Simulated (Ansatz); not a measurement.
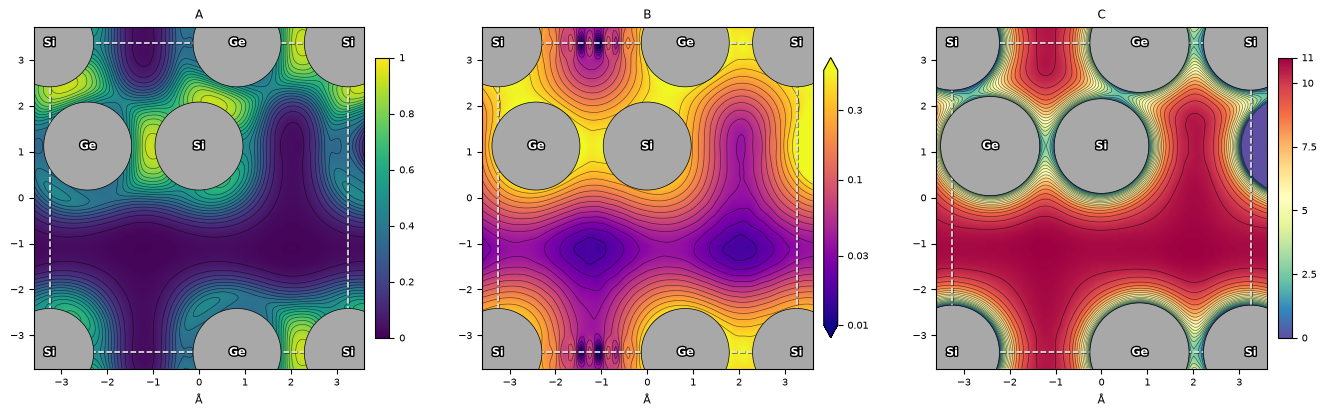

SiGe: 3 fields on the (110) plane of the conventional cell, with unlabelled colour scales. Grey discs cover the atomic cores.

Space group P6₃mc; a structure from a database of computed crystals, not necessarily the ambient phase; changed on purpose from its base cell (uniaxial strain along c, a, b and atoms relaxed: +1.0 %).

All numbers below come from DFT PBEsol, scalar-relativistic, plane waves, PAW (Ansatz).

Which field does each panel show? The fields are: electron localisation function, electrostatic potential energy of an electron and valence pseudo-density.

Answer. Panel A: electron localisation function. Panel B: valence pseudo-density. Panel C: electrostatic potential energy of an electron (low next to the atoms, rising into the space between them). From the grid: Si–Ge (2.40 Å): the density is about 0.54 e/Å³ at the midpoint; the ELF peaks at about 0.90 between the atoms, as expected for a shared electron pair.
